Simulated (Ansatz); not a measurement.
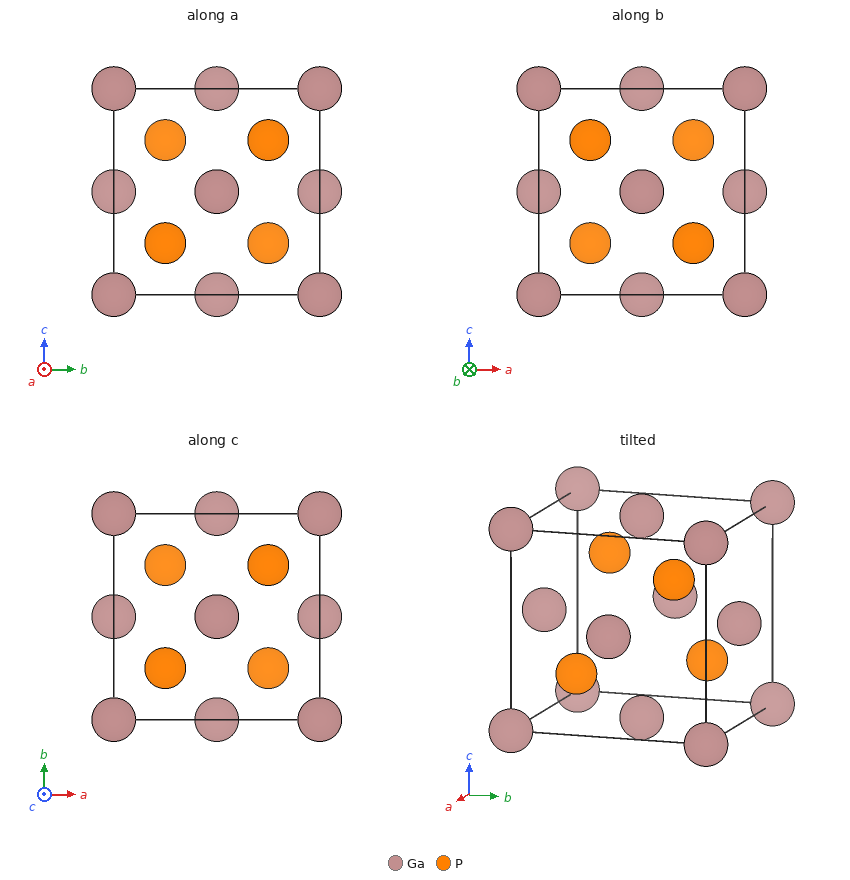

A spheres-only picture of a crystal structure, seen along the a axis, along the b axis, along the c axis and slightly off an axis. The frame is the conventional unit cell; atoms at its boundary are shown with their periodic copies.

Lattice parameters: a = 5.614 Å, b = 5.614 Å, c = 5.614 Å, α = 90.00°, β = 90.00°, γ = 90.00°. Put a along x and b in the xy plane.

Q: Reconstruct the structure as a POSCAR file.

A:
```
Ga P
1.0
     5.614    0.000    0.000
     0.000    5.614    0.000
     0.000    0.000    5.614
Ga P
4 4
Direct
  0.0000 0.0000 0.0000
  0.0000 0.5000 0.5000
  0.5000 0.0000 0.5000
  0.5000 0.5000 0.0000
  0.2500 0.2500 0.7500
  0.2500 0.7500 0.2500
  0.7500 0.2500 0.2500
  0.7500 0.7500 0.7500
```

The structure comes from a structure type filled with these elements by a generator (whether the compound takes this form wasn't checked). The cell was then strained or its atoms displaced on purpose. It was run through Ansatz as a DFT input.
